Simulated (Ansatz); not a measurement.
# Run report: Ga, geometry relaxation (part 1 of 2)

The run: geometry relaxation of Ga (Ia-3, 8 atoms in the cell). Method and program: DFT PBE, scalar-relativistic, plane waves, PAW, no spin polarisation (Ansatz 0.2.0).

The structure was made by a generator, so it may or may not be a known phase. Figures and captions count atoms from 1; the log counts them from 0 in places.

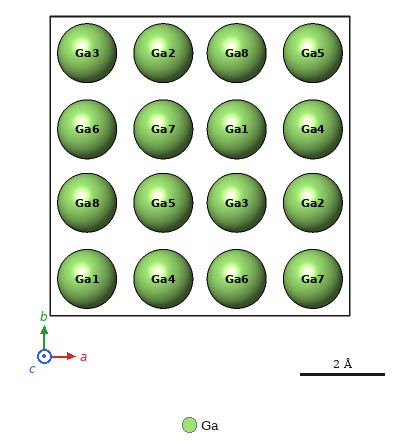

Fig. 1: The structure as given in the input (spheres-only view of the cell 2 times as large as that of the calculation, set on its symmetry axes, along the c axis; atoms are numbered from 1 in the order of the input). An atom can appear more than once, as a periodic image.

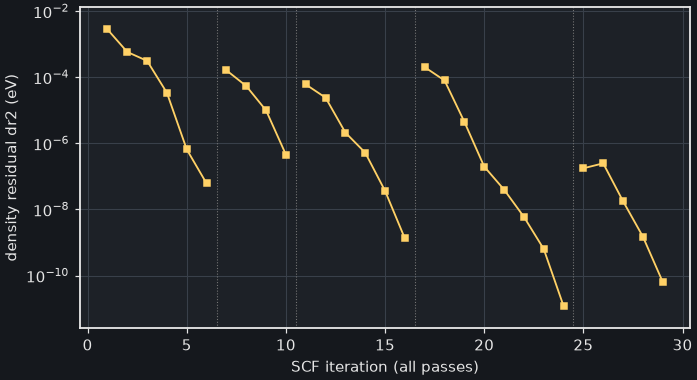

Fig. 2: Convergence of the self-consistent field: density residual dr2 against the SCF iteration. The dotted lines part the SCF passes of the relaxation: geometry steps, rejected trials and re-solves on a re-selected basis. The 5 passes take 4 to 8 iterations each, 29 in all.

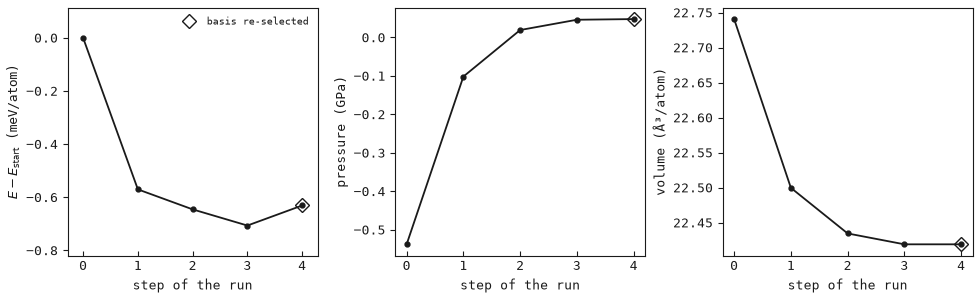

Fig. 3: Progress of the relaxation, step by step (the first geometry is step 0 here and step 1 in the log).

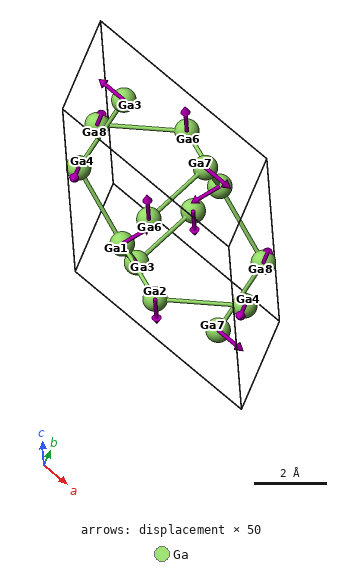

Fig. 4: The starting structure with the displacements (without the part carried along by the change of the cell) as pink arrows, magnified 50 times (ball-and-stick view of the cell of the calculation, seen at an oblique angle). After 3 geometry steps the energy has fallen by 0.7 meV per atom. The largest force component goes from 0.0056 to 0.0021 eV/Å. The pressure goes from −0.54 to 0.05 GPa. The largest moves relative to the cell, 0.019 Å, are those of 8 atoms (Ga1, Ga2, Ga3, Ga4 and others). Cell: a = b = c 6.183 → 6.153 Å (−0.5 %). Volume −1.4 %. Among the contacts that change: Ga1–Ga2 2.524 → 2.512 Å. The space group stays Ia-3 (No. 206). A last SCF at the same geometry on a re-selected plane-wave basis shifts the energy by +0.1 meV per atom. (Atoms are counted from 1 in the order of the input.)

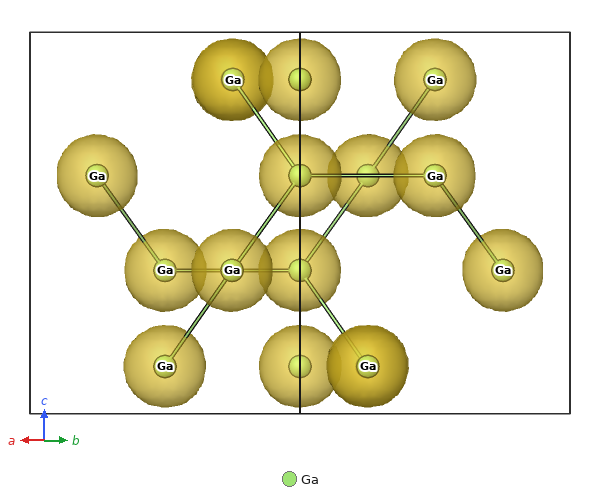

Fig. 5: Isosurface of the valence charge density (pseudo) at 0.8 e/Å³ (yellow), seen along [110]. Sticks mark near contacts. The outline is the cell set on symmetry axes. At this value the density breaks into separate islands; it holds about 70 % of the electrons treated as valence (semicore included). It is pinched off along the Ga–Ga (2.51 Å) contacts. On the grid the lowest density along these lines, outside the cores, is 0.36 e/Å³ (Ga–Ga, 2.51 Å). Core electrons are frozen (PAW), so the fields are smoothed inside the atomic spheres.

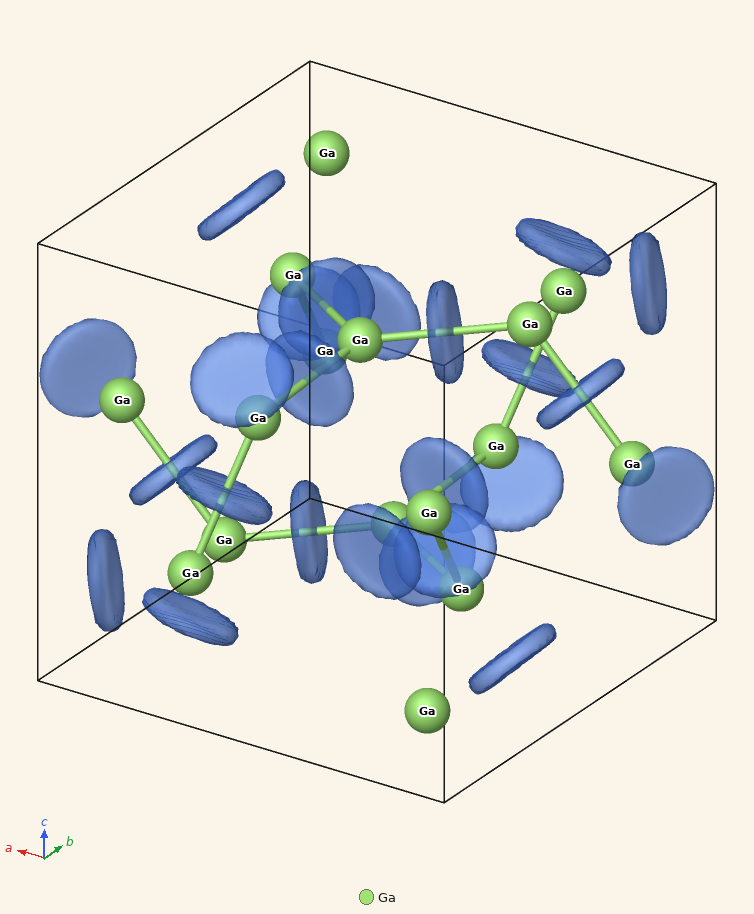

Fig. 6: Isosurface of the electron localisation function at 0.5 (blue), seen at an oblique angle. Only the valence region is drawn (cores and ρ < 0.01 e/Å³ removed). Sticks mark near contacts. The outline is the cell set on symmetry axes. The ELF exceeds this value in 24 regions between bonded Ga–Ga atoms (shared pairs), counted in one cell of 16 atoms.  Values along the shortest contacts: Ga–Ga (2.51 Å): the ELF is about 0.55 at the midpoint (nearly free electrons, as in a simple metal).

The input that produced these results follows, with the program's output.

### Input file
```yaml
crystal:
  lattice:
    - [-3.5695324252, 3.5695324252, 3.5695324252]
    - [3.5695324252, -3.5695324252, 3.5695324252]
    - [3.5695324252, 3.5695324252, -3.5695324252]
  atoms:
    - { symbol: Ga, position: [0.2453244087, 0.2453244087, 0.2453244087] }
    - { symbol: Ga, position: [0.5, 0.0, 0.2546755913] }
    - { symbol: Ga, position: [0.2546755913, 0.5, 0.0] }
    - { symbol: Ga, position: [0.0, 0.2546755913, 0.5] }
    - { symbol: Ga, position: [0.7546755913, 0.7546755913, 0.7546755913] }
    - { symbol: Ga, position: [0.5, 0.0, 0.7453244087] }
    - { symbol: Ga, position: [0.7453244087, 0.5, 0.0] }
    - { symbol: Ga, position: [0.0, 0.7453244087, 0.5] }
basis:
  ecutwfc: 420
kpoints:
  mp_grid: { grid: [8, 8, 8] }
hamiltonian:
  xc: pbe
scf:
  occupations: { method: gaussian, width: 0.1 }
output:
  forces: true
  stress: true
  eigenvalues: true
  write_density: true
  write_potential: true
  elf: true
  volumetric_format: npy
relax:
  adjacent_minimum: "off"
  f_tol: 0.01
  max_steps: 80
  cell: { stress_tol: 0.05 }
```

Launch command:
```bash
ansatz run input.yaml --threads 1 --pin off --max-ram 2560MiB --backend cpu --events-out ev --progress --plain --runs-dir out
```

### The program's output
```
Engine: ansatz 0.2.0, x86_64-unknown-linux-gnu
Pseudopotentials: kind: paw
Pseudopotential: Ga, paw, valence charge 13, recommended cutoff 420 eV (normal), Ga.paw.azcp
Functional definition: PBE
  parameter kappa = 0.804
  parameter beta = 0.06672455060314922
  exchange = pbe_x(kappa = kappa, mu = beta*pi^2/3)
  correlation = pbe_c(beta = beta)
Crystal: 8 atoms, lattice volume = 181.926 Å³
Basis set: ecut = 420 eV, 3559 PW (Γ), exchange–correlation on 90×90×90 points (8 copies of the dense FFT grid, shifted against one another)
Bands: 63, of which v1, the nominal top of the filled ones, is band 52 counted from 1 (51 counted from 0)
Symmetry: 24 space group operations
Space group: Ia-3 (ITA 206), of the structure as read, at distance tolerance 5.7e-5 Å
k-points: 35 of 512
Non-local potential: Ga, projectors of the file, l = 0: 2, l = 1: 2, l = 2: 3, l = 3: 1
PAW form: soft (Blöchl's): semilocal exchange-correlation on the pseudo side does not see the compensation charge
PAW one-centre angular grid: Ga, 590 points (default); XC on 64 Gauss nodes
Initial density: superposition of atomic densities (neutral atoms: chi_scale 0, normalization atom), corrected by the library's trained network
Initial wavefunctions: pseudopotential atomic-orbital guess
Functional: x = pbe(κ = 0.804, μ = 0.2195149727645171), c = pbe(β = 0.06672455060314922)
SCF iter   1: F=—  HF=-30262.539541 eV  |F-HF|=—  |Δ(HF+E_count)|=         —  Δρ=1.53e-3  dr2=2.82e-3  ethr=1.77e-3  ⟨swp⟩=5.9  Hψ=7793  notcnv=0  defer=18
preconditioner: auto → Kerker (q_TF=auto, 2.486 Å⁻¹)  [metal: Δε(μ)=0.021 eV  Ē_g=15.316 eV  σ=0.100 eV  W_gap=0.12  n_scr=42 (ndim 8)  ℏωp=28.1 eV  f_vac=0.000  D(μ)=3.73/eV (n_scr^D=18)]
SCF iter   2: F=—  HF=-30262.535244 eV  |F-HF|=—  |Δ(HF+E_count)|=   4.30e-3  Δρ=7.11e-4  dr2=5.85e-4  ethr=2.71e-6  ⟨swp⟩=2.0  Hψ=3967  notcnv=0  defer=24
SCF iter   3: F=—  HF=-30262.535115 eV  |F-HF|=—  |Δ(HF+E_count)|=   1.30e-4  Δρ=4.69e-4  dr2=3.15e-4  ethr=5.63e-7  ⟨swp⟩=2.0  Hψ=3462  notcnv=0  defer=24
SCF iter   4: F=—  HF=-30262.535303 eV  |F-HF|=—  |Δ(HF+E_count)|=   1.89e-4  Δρ=1.58e-4  dr2=3.39e-5  ethr=3.03e-7  ⟨swp⟩=2.4  Hψ=3723  notcnv=0  defer=24
SCF iter   5: F=—  HF=-30262.535324 eV  |F-HF|=—  |Δ(HF+E_count)|=   2.13e-5  Δρ=2.36e-5  dr2=6.55e-7  ethr=3.26e-8  ⟨swp⟩=2.0  Hψ=3883  notcnv=0  defer=24
SCF iter   6: F=-30262.535325 eV  HF=-30262.535325 eV  |F-HF|=3.56e-8  |Δ(HF+E_count)|=   4.83e-7  Δρ=8.04e-6  dr2=6.12e-8  ethr=9.62e-11  ⟨swp⟩=12.0  Hψ=15324  notcnv=0
SCF 1 converged in 6 iterations: F = -30262.535325 eV  dr2 = 6.12e-8
  greatest PAW one-centre occupation: 0.995 electrons in one spin orbital (limit 2), on the Ga atom at site 7 (counted from 0), in its partial waves of l = 2
relax step   1: F+E_penalty+E_count = -30262.53532480 eV  Δ(F+E_penalty+E_count) = +0.000e0 eV  max|allowed force component| = 5.608e-3 eV/Å  Δτ_max = 0.0000 Å  P = -0.538 GPa  Ω = 181.926 Å³  (6 SCF iters, dr2 threshold 1.00e-7 eV, accepted)
Crystal: 8 atoms, lattice volume = 179.998 Å³
Basis set: ecut = 420 eV, 3511 PW (Γ), exchange–correlation on 90×90×90 points (8 copies of the dense FFT grid, shifted against one another)
Initial density: handed on by an earlier stage of this run
Initial wavefunctions: those handed on with the density
iter 1 solved again at ethr=1.74e-7 eV; its pass at ethr=3.10e-3 eV (dr2=1.81e-4 eV) is discarded
SCF iter   1: F=—  HF=-30262.539920 eV  |F-HF|=—  |Δ(HF+E_count)|=         —  Δρ=3.47e-4  dr2=1.63e-4  ethr=1.74e-7  ⟨swp⟩=2.0  Hψ=9396  notcnv=0
preconditioner: auto → Kerker (q_TF=auto, 2.490 Å⁻¹)  [metal: Δε(μ)=0.021 eV  Ē_g=15.328 eV  σ=0.100 eV  W_gap=0.12  n_scr=42 (ndim 8)  ℏωp=28.2 eV  f_vac=0.000  D(μ)=3.68/eV (n_scr^D=18)]
SCF iter   2: F=—  HF=-30262.539895 eV  |F-HF|=—  |Δ(HF+E_count)|=   2.48e-5  Δρ=1.98e-4  dr2=5.45e-5  ethr=1.56e-7  ⟨swp⟩=2.0  Hψ=3778  notcnv=0
SCF iter   3: F=—  HF=-30262.539892 eV  |F-HF|=—  |Δ(HF+E_count)|=   3.40e-6  Δρ=8.11e-5  dr2=9.95e-6  ethr=5.24e-8  ⟨swp⟩=2.0  Hψ=3605  notcnv=0
SCF iter   4: F=-30262.539887 eV  HF=-30262.539886 eV  |F-HF|=1.55e-7  |Δ(HF+E_count)|=   5.40e-6  Δρ=2.14e-5  dr2=4.57e-7  ethr=6.95e-10  ⟨swp⟩=7.0  Hψ=15329  notcnv=0
SCF 2 converged in 4 iterations: F = -30262.539887 eV  dr2 = 4.57e-7
  greatest PAW one-centre occupation: 0.994 electrons in one spin orbital (limit 2), on the Ga atom at site 6 (counted from 0), in its partial waves of l = 2
relax step   2: F+E_penalty+E_count = -30262.53988652 eV  Δ(F+E_penalty+E_count) = -4.562e-3 eV  max|allowed force component| = 5.386e-3 eV/Å  Δτ_max = 0.0031 Å  P = -0.102 GPa  Ω = 179.998 Å³  energy of the carried Pulay correction = +4.486e-4 eV  (4 SCF iters, dr2 threshold 7.23e-7 eV, accepted)
Crystal: 8 atoms, lattice volume = 179.477 Å³
iter 1 solved again at ethr=5.80e-8 eV; its pass at ethr=3.10e-3 eV (dr2=6.03e-5 eV) is discarded
SCF iter   1: F=—  HF=-30262.540456 eV  |F-HF|=—  |Δ(HF+E_count)|=         —  Δρ=2.60e-4  dr2=6.09e-5  ethr=5.80e-8  ⟨swp⟩=2.0  Hψ=9364  notcnv=0
preconditioner: auto → Kerker (q_TF=auto, 2.491 Å⁻¹)  [metal: Δε(μ)=0.017 eV  Ē_g=15.341 eV  σ=0.100 eV  W_gap=0.10  n_scr=42 (ndim 8)  ℏωp=28.3 eV  f_vac=0.000  D(μ)=3.67/eV (n_scr^D=18)]
SCF iter   2: F=—  HF=-30262.540453 eV  |F-HF|=—  |Δ(HF+E_count)|=   2.95e-6  Δρ=1.46e-4  dr2=2.42e-5  ethr=5.80e-8  ⟨swp⟩=1.0  Hψ=2205  notcnv=0
SCF iter   3: F=—  HF=-30262.540491 eV  |F-HF|=—  |Δ(HF+E_count)|=   3.71e-5  Δρ=3.53e-5  dr2=2.12e-6  ethr=2.33e-8  ⟨swp⟩=2.3  Hψ=3809  notcnv=0
SCF iter   4: F=—  HF=-30262.540490 eV  |F-HF|=—  |Δ(HF+E_count)|=   1.07e-6  Δρ=2.02e-5  dr2=5.22e-7  ethr=2.04e-9  ⟨swp⟩=2.0  Hψ=3918  notcnv=0
SCF iter   5: F=—  HF=-30262.540489 eV  |F-HF|=—  |Δ(HF+E_count)|=   3.41e-8  Δρ=3.55e-6  dr2=3.65e-8  ethr=5.02e-10  ⟨swp⟩=2.1  Hψ=4036  notcnv=0
SCF iter   6: F=-30262.540489 eV  HF=-30262.540489 eV  |F-HF|=3.78e-10  |Δ(HF+E_count)|=   6.66e-9  Δρ=8.54e-7  dr2=1.32e-9  ethr=2.48e-11  ⟨swp⟩=7.2  Hψ=11843  notcnv=0
SCF 3 converged in 6 iterations: F = -30262.540489 eV  dr2 = 1.32e-9
relax step   3: F+E_penalty+E_count = -30262.54048948 eV  Δ(F+E_penalty+E_count) = -6.030e-4 eV  max|allowed force component| = 4.373e-3 eV/Å  Δτ_max = 0.0051 Å  P = +0.019 GPa  Ω = 179.477 Å³  energy of the carried Pulay correction = +5.706e-4 eV  (6 SCF iters, dr2 threshold 2.58e-8 eV, accepted)
Crystal: 8 atoms, lattice volume = 179.353 Å³
iter 1 solved again at ethr=1.85e-7 eV; its pass at ethr=3.10e-3 eV (dr2=1.92e-4 eV) is discarded
SCF iter   1: F=—  HF=-30262.540949 eV  |F-HF|=—  |Δ(HF+E_count)|=         —  Δρ=5.28e-4  dr2=2.03e-4  ethr=1.85e-7  ⟨swp⟩=2.0  Hψ=7966  notcnv=0
preconditioner: auto → Kerker (q_TF=auto, 2.491 Å⁻¹)  [metal: Δε(μ)=0.012 eV  Ē_g=15.346 eV  σ=0.100 eV  W_gap=0.07  n_scr=42 (ndim 8)  ℏωp=28.3 eV  f_vac=0.000  D(μ)=3.66/eV (n_scr^D=18)]
SCF iter   2: F=—  HF=-30262.540941 eV  |F-HF|=—  |Δ(HF+E_count)|=   7.09e-6  Δρ=2.88e-4  dr2=8.02e-5  ethr=1.85e-7  ⟨swp⟩=1.0  Hψ=2205  notcnv=0
SCF iter   3: F=—  HF=-30262.540952 eV  |F-HF|=—  |Δ(HF+E_count)|=   1.05e-5  Δρ=4.92e-5  dr2=4.48e-6  ethr=7.71e-8  ⟨swp⟩=3.0  Hψ=4128  notcnv=0
SCF iter   4: F=—  HF=-30262.540976 eV  |F-HF|=—  |Δ(HF+E_count)|=   2.37e-5  Δρ=8.38e-6  dr2=1.98e-7  ethr=4.31e-9  ⟨swp⟩=2.0  Hψ=2775  notcnv=0
SCF iter   5: F=—  HF=-30262.540976 eV  |F-HF|=—  |Δ(HF+E_count)|=   7.21e-8  Δρ=5.88e-6  dr2=3.99e-8  ethr=1.90e-10  ⟨swp⟩=2.0  Hψ=4034  notcnv=0
SCF iter   6: F=—  HF=-30262.540976 eV  |F-HF|=—  |Δ(HF+E_count)|=   3.63e-8  Δρ=2.28e-6  dr2=5.99e-9  ethr=3.84e-11  ⟨swp⟩=2.0  Hψ=4034  notcnv=0
SCF iter   7: F=—  HF=-30262.540976 eV  |F-HF|=—  |Δ(HF+E_count)|=  1.71e-10  Δρ=7.03e-7  dr2=6.37e-10  ethr=5.76e-12  ⟨swp⟩=2.0  Hψ=4034  notcnv=0
SCF iter   8: F=-30262.540976 eV  HF=-30262.540976 eV  |F-HF|=1.82e-11  |Δ(HF+E_count)|=  3.71e-10  Δρ=1.02e-7  dr2=1.20e-11  ethr=1.00e-12  ⟨swp⟩=6.1  Hψ=10117  notcnv=0
SCF 4 converged in 8 iterations: F = -30262.540976 eV  dr2 = 1.20e-11
  greatest PAW one-centre occupation: 0.994 electrons in one spin orbital (limit 2), on the Ga atom at site 4 (counted from 0), in its partial waves of l = 2
```
